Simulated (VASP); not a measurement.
## Geometry relaxation of Ti (part 3 of 3)

Ti (2 atoms in the cell); Kohn-Sham DFT of a periodic cell, PBE, VASP PAW PBE potentials, recommended, no spin polarisation (VASP 6.6.1); cutoff 600 eV, 21×21×12 k-mesh, fermi-dirac of 0.05 eV. The structure derives from an entry of the Crystallography Open Database.

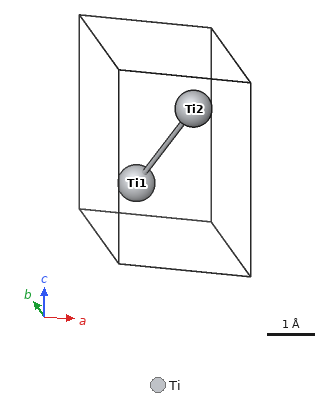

*The geometry at step 3 of the log (ball-and-stick view of the cell of the calculation, seen at an oblique angle; atoms are numbered from 1 in the order of the input).*

### Parts of OUTCAR, continued
```
 VOLUME and BASIS-vectors are now :
 -----------------------------------------------------------------------------
  energy-cutoff  :      600.00
  volume of cell :       34.71
      direct lattice vectors                 reciprocal lattice vectors
     2.935042587 -0.000000000  0.000000000     0.340710559  0.196709333  0.000000000
    -1.467521294  2.541821442  0.000000000     0.000000000  0.393418666  0.000000000
     0.000000000 -0.000000000  4.652294821    -0.000000000 -0.000000000  0.214947685

 POSITION                                       TOTAL-FORCE (eV/Angst)
 -----------------------------------------------------------------------------------
     -0.00000      1.69455      1.16307         0.000000     -0.000000      0.000000
      1.46752      0.84727      3.48922        -0.000000      0.000000      0.000000
 -----------------------------------------------------------------------------------
    total drift:                               -0.000000      0.000000     -0.000000

  FREE ENERGIE OF THE ION-ELECTRON SYSTEM (eV)
  ---------------------------------------------------
  free  energy   TOTEN  =       -15.6801737794 eV

  energy  without entropy=      -15.6628806340  energy(sigma->0) =      -15.67152721

--------------------------------------- Ionic step        4  -------------------------------------------

 number of electron      23.9999993 magnetization

------------------------ aborting loop because EDIFF is reached ----------------------------------------

  FORCE on cell =-STRESS in cart. coord.  units (eV):
  Direction    XX          YY          ZZ          XY          YZ          ZX
  --------------------------------------------------------------------------------------
  -------------------------------------------------------------------------------------
  Total        0.0046645      0.0046645     -0.0349842     -0.0000000      0.0000000      0.0000000
  in kB        0.2152529      0.2152529     -1.6144144     -0.0000000      0.0000000      0.0000000
  external PRESSURE =      -0.3946362 kB  Pullay stress =       0.0000000 kB

 VOLUME and BASIS-vectors are now :
 -----------------------------------------------------------------------------
  energy-cutoff  :      600.00
  volume of cell :       34.72
      direct lattice vectors                 reciprocal lattice vectors
     2.935341736 -0.000000000  0.000000000     0.340675836  0.196689286  0.000000000
    -1.467670868  2.542080512  0.000000000     0.000000000  0.393378571  0.000000000
     0.000000000 -0.000000000  4.652848924    -0.000000000 -0.000000000  0.214922087

 POSITION                                       TOTAL-FORCE (eV/Angst)
 -----------------------------------------------------------------------------------
     -0.00000      1.69472      1.16321        -0.000000      0.000000      0.000000
      1.46767      0.84736      3.48964         0.000000     -0.000000      0.000000
 -----------------------------------------------------------------------------------
    total drift:                               -0.000000      0.000000     -0.000000

  FREE ENERGIE OF THE ION-ELECTRON SYSTEM (eV)
  ---------------------------------------------------
  free  energy   TOTEN  =       -15.6801710853 eV

  energy  without entropy=      -15.6628720087  energy(sigma->0) =      -15.67152155

--------------------------------------- Ionic step        5  -------------------------------------------

 number of electron      23.9999993 magnetization

------------------------ aborting loop because EDIFF is reached ----------------------------------------

  FORCE on cell =-STRESS in cart. coord.  units (eV):
  Direction    XX          YY          ZZ          XY          YZ          ZX
  --------------------------------------------------------------------------------------
  -------------------------------------------------------------------------------------
  Total       -0.0067884     -0.0067884     -0.0274687      0.0000000     -0.0000000      0.0000000
  in kB       -0.3132584     -0.3132584     -1.2675727      0.0000000     -0.0000000      0.0000000
  external PRESSURE =      -0.6313632 kB  Pullay stress =       0.0000000 kB

 VOLUME and BASIS-vectors are now :
 -----------------------------------------------------------------------------
  energy-cutoff  :      600.00
  volume of cell :       34.72
      direct lattice vectors                 reciprocal lattice vectors
     2.936180814 -0.000000000  0.000000000     0.340578480  0.196633077  0.000000000
    -1.468090407  2.542807175 -0.000000000     0.000000000  0.393266155  0.000000000
     0.000000000 -0.000000000  4.650278576    -0.000000000  0.000000000  0.215040881

 POSITION                                       TOTAL-FORCE (eV/Angst)
 -----------------------------------------------------------------------------------
     -0.00000      1.69520      1.16257         0.000000     -0.000000      0.000000
      1.46809      0.84760      3.48771        -0.000000      0.000000      0.000000
 -----------------------------------------------------------------------------------
    total drift:                               -0.000000      0.000000     -0.000000

  FREE ENERGIE OF THE ION-ELECTRON SYSTEM (eV)
  ---------------------------------------------------
  free  energy   TOTEN  =       -15.6801874983 eV

  energy  without entropy=      -15.6628906988  energy(sigma->0) =      -15.67153910

--------------------------------------- Ionic step        6  -------------------------------------------

 number of electron      23.9999993 magnetization

 Free energy of the ion-electron system (eV)
  ---------------------------------------------------
  ext. energy  EPLUGINS =         0.00000000
  ---------------------------------------------------
  free energy    TOTEN  =       -15.68019306 eV

  energy without entropy =      -15.66289855  energy(sigma->0) =      -15.67154581

 E-fermi :   8.3460     XC(G=0): -11.4996     alpha+bet :-16.1814

 val. band max:        8.3455837896   @ k =   0.0952  -0.0000   0.1667
 cond. band min:       8.3520583823   @ k =   0.2857   0.1905   0.5000
 fundamental gap:      0.0064745927
 Fermi energy:         8.3460341261

 k-point     1 :       0.0000    0.0000    0.0000
  band No.  band energies     occupation
      1     -48.5188      2.00000
      2     -48.3813      2.00000
      3     -25.1085      2.00000
      4     -24.4642      2.00000
      5     -24.4642      2.00000
      6     -24.3983      2.00000
      7     -24.3629      2.00000
      8     -24.3629      2.00000
      9       2.1295      2.00000
     10       5.6518      2.00000
     11       9.1150      0.00000
     12       9.1150      0.00000
     13       9.1205      0.00000
     14       9.2330      0.00000
     15       9.6147      0.00000
     16       9.6147      0.00000

 k-point     2 :       0.0476   -0.0000    0.0000
  band No.  band energies     occupation
      1     -48.5165      2.00000
      2     -48.3804      2.00000
      3     -25.1035      2.00000
      4     -24.4745      2.00000
      5     -24.4677      2.00000
      6     -24.4004      2.00000
      7     -24.3736      2.00000
      8     -24.3642      2.00000
      9       2.1936      2.00000
     10       5.7028      2.00000
     11       8.9630      0.00001
     12       8.9890      0.00001
     13       9.1600      0.00000
     14       9.3583      0.00000
     15       9.5816      0.00000
     16       9.6548      0.00000

 k-point     3 :       0.0952   -0.0000    0.0000
  band No.  band energies     occupation
      1     -48.5099      2.00000
      2     -48.3779      2.00000
      3     -25.0887      2.00000
      4     -24.5044      2.00000
      5     -24.4776      2.00000
      6     -24.4068      2.00000
      7     -24.4047      2.00000
      8     -24.3682      2.00000
      9       2.3832      2.00000
     10       5.8496      2.00000
     11       8.6665      0.00329
     12       8.7290      0.00094
     13       9.2935      0.00000
     14       9.4577      0.00000
     15       9.5546      0.00000
     16       9.7731      0.00000

 k-point     4 :       0.1429    0.0000    0.0000
  band No.  band energies     occupation
      1     -48.4994      2.00000
      2     -48.3741      2.00000
      3     -25.0648      2.00000
      4     -24.5516      2.00000
      5     -24.4929      2.00000
      6     -24.4528      2.00000
      7     -24.4175      2.00000
      8     -24.3747      2.00000
      9       2.6905      2.00000
     10       6.0716      2.00000
     11       8.2711      1.63446
     12       8.4631      0.17553
     13       9.3308      0.00000
     14       9.5099      0.00000
     15       9.6800      0.00000
     16       9.7004      0.00000

 k-point     5 :       0.1905   -0.0000    0.0000
  band No.  band energies     occupation
      1     -48.4858      2.00000
      2     -48.3694      2.00000
      3     -25.0330      2.00000
      4     -24.6120      2.00000
      5     -24.5129      2.00000
      6     -24.5119      2.00000
      7     -24.4325      2.00000
      8     -24.3834      2.00000
      9       3.1017      2.00000
     10       6.3281      2.00000
     11       7.8732      1.99984
     12       8.1938      1.90908
     13       9.1839      0.00000
     14       9.5144      0.00000
     15       9.5694      0.00000
     16       9.8000      0.00000

 [... the levels of 18 k-points are left out ...]

 k-point    24 :       0.1905    0.0952    0.0000
  band No.  band energies     occupation
      1     -48.4650      2.00000
      2     -48.3633      2.00000
      3     -24.9823      2.00000
      4     -24.6815      2.00000
      5     -24.6235      2.00000
      6     -24.5202      2.00000
      7     -24.4584      2.00000
      8     -24.4122      2.00000
      9       3.7629      2.00000
     10       6.6690      2.00000
     11       7.4371      2.00000
     12       7.8182      1.99995
     13       9.0751      0.00000
     14       9.0879      0.00000
     15       9.5790      0.00000
     16      10.1262      0.00000

 [... further k-points ...]

------------------------ aborting loop because EDIFF is reached ----------------------------------------

  FORCE on cell =-STRESS in cart. coord.  units (eV):
  Direction    XX          YY          ZZ          XY          YZ          ZX
  --------------------------------------------------------------------------------------
  -------------------------------------------------------------------------------------
  Total       -0.0128429     -0.0128429     -0.0136790     -0.0000000     -0.0000000      0.0000000
  in kB       -0.5926381     -0.5926381     -0.6312228     -0.0000000     -0.0000000      0.0000000
  external PRESSURE =      -0.6054996 kB  Pullay stress =       0.0000000 kB

 VOLUME and BASIS-vectors are now :
 -----------------------------------------------------------------------------
  energy-cutoff  :      600.00
  volume of cell :       34.72
      direct lattice vectors                 reciprocal lattice vectors
     2.937066471 -0.000000000  0.000000000     0.340475781  0.196573784  0.000000000
    -1.468533235  2.543574176 -0.000000000     0.000000000  0.393147567  0.000000000
     0.000000000 -0.000000000  4.647565546    -0.000000000  0.000000000  0.215166411

 POSITION                                       TOTAL-FORCE (eV/Angst)
 -----------------------------------------------------------------------------------
     -0.00000      1.69572      1.16189         0.000000     -0.000000      0.000000
      1.46853      0.84786      3.48567        -0.000000      0.000000      0.000000
 -----------------------------------------------------------------------------------
    total drift:                               -0.000000      0.000000     -0.000000

  FREE ENERGIE OF THE ION-ELECTRON SYSTEM (eV)
  ---------------------------------------------------
  free  energy   TOTEN  =       -15.6801930634 eV

  energy  without entropy=      -15.6628985548  energy(sigma->0) =      -15.67154581

 reached required accuracy - stopping structural energy minimisation
```

### CONTCAR
```
Ti
   1.00000000000000
     2.9370664705970628   -0.0000000000000000    0.0000000000000000
    -1.4685332352985314    2.5435741761759902   -0.0000000000000000
     0.0000000000000000   -0.0000000000000000    4.6475655459605294
  Ti
     2
Direct
     0.3333333332999970    0.6666666667000030    0.2500000000000000
     0.6666666667000030    0.3333333332999970    0.7500000000000000

  0.00000000E+00  0.00000000E+00  0.00000000E+00
  0.00000000E+00  0.00000000E+00  0.00000000E+00
```

### Trajectory as extended XYZ (Å, eV, eV/Å), 6 frames, from step=0 to step=5
```
2
Lattice="2.9500 0.0000 0.0000 -1.4750 2.5548 0.0000 0.0000 0.0000 4.6800" Properties=species:S:1:pos:R:3:forces:R:3 step=0 energy=-15.67698
Ti    0.0000    1.7032    1.1700    0.0000   0.0000   0.0000
Ti    1.4750    0.8516    3.5100    0.0000   0.0000   0.0000
2
Lattice="2.9230 -0.0000 0.0000 -1.4615 2.5314 0.0000 0.0000 -0.0000 4.6300" Properties=species:S:1:pos:R:3:forces:R:3 step=1 energy=-15.67821
Ti    0.0000    1.6876    1.1575    0.0000   0.0000   0.0000
Ti    1.4615    0.8438    3.4725    0.0000   0.0000   0.0000
2
Lattice="2.9350 -0.0000 0.0000 -1.4675 2.5418 0.0000 0.0000 -0.0000 4.6523" Properties=species:S:1:pos:R:3:forces:R:3 step=2 energy=-15.68017
Ti    0.0000    1.6945    1.1631    0.0000   0.0000   0.0000
Ti    1.4675    0.8473    3.4892    0.0000   0.0000   0.0000
2
Lattice="2.9353 -0.0000 0.0000 -1.4677 2.5421 0.0000 0.0000 -0.0000 4.6528" Properties=species:S:1:pos:R:3:forces:R:3 step=3 energy=-15.68017
Ti    0.0000    1.6947    1.1632    0.0000   0.0000   0.0000
Ti    1.4677    0.8474    3.4896    0.0000   0.0000   0.0000
2
Lattice="2.9362 -0.0000 0.0000 -1.4681 2.5428 -0.0000 0.0000 -0.0000 4.6503" Properties=species:S:1:pos:R:3:forces:R:3 step=4 energy=-15.68019
Ti    0.0000    1.6952    1.1626    0.0000   0.0000   0.0000
Ti    1.4681    0.8476    3.4877    0.0000   0.0000   0.0000
2
Lattice="2.9371 -0.0000 0.0000 -1.4685 2.5436 -0.0000 0.0000 -0.0000 4.6476" Properties=species:S:1:pos:R:3:forces:R:3 step=5 energy=-15.68019
Ti    0.0000    1.6957    1.1619    0.0000   0.0000   0.0000
Ti    1.4685    0.8479    3.4857    0.0000   0.0000   0.0000
```

The run was set up as follows.

### INCAR
```
PREC = Accurate
ENCUT = 600
EDIFF = 1E-7
ISMEAR = -1
SIGMA = 0.05
LREAL = F
LASPH = T
NELM = 100
ALGO = Fast
ISIF = 3
LWAVE = F
LCHARG = F
GGA = PE
IBRION = 2
NSW = 40
EDIFFG = -0.01
```

### KPOINTS
```
regular mesh
0
Gamma
  21 21 12
```

### POSCAR
```
Ti
1.0
    2.9500000000      0.0000000000      0.0000000000
   -1.4750000000      2.5547749412      0.0000000000
    0.0000000000      0.0000000000      4.6800000000
Ti
2
Direct
    0.3333333333      0.6666666667      0.2500000000
    0.6666666667      0.3333333333      0.7500000000
```

Launch command:
```bash
cat potpaw_PBE.64/Ti_sv/POTCAR > POTCAR
mpirun -np 1 vasp_std > vasp.out
```

### Summary

```json
{"quantity": "outcome", "value": "converged"}
{"quantity": "space group (tolerance 0.01 Å)", "value": "P6₃/mmc (194)"}
{"quantity": "electrons treated", "value": "24"}
{"quantity": "free energy", "value": "−15.6802 eV"}
{"quantity": "Fermi energy", "value": "8.346 eV"}
{"quantity": "gap on the k-point mesh", "value": "none (metallic)"}
{"quantity": "pressure", "value": "−0.06 GPa"}
{"quantity": "final volume", "value": "34.72 Å³"}
{"quantity": "largest force (length of the vector) at the end", "value": "under 0.001 eV/Å"}
{"quantity": "final cell", "value": "a = 2.937 Å, b = 2.937 Å, c = 4.648 Å, α = 90.00°, β = 90.00°, γ = 120.00°"}
{"quantity": "hardware", "value": "1 thread of AMD EPYC (Zen 5), 450 GiB of memory available, shared host"}
{"quantity": "wall time", "value": "27 min"}
{"quantity": "peak memory", "value": "0.31 GiB"}
```
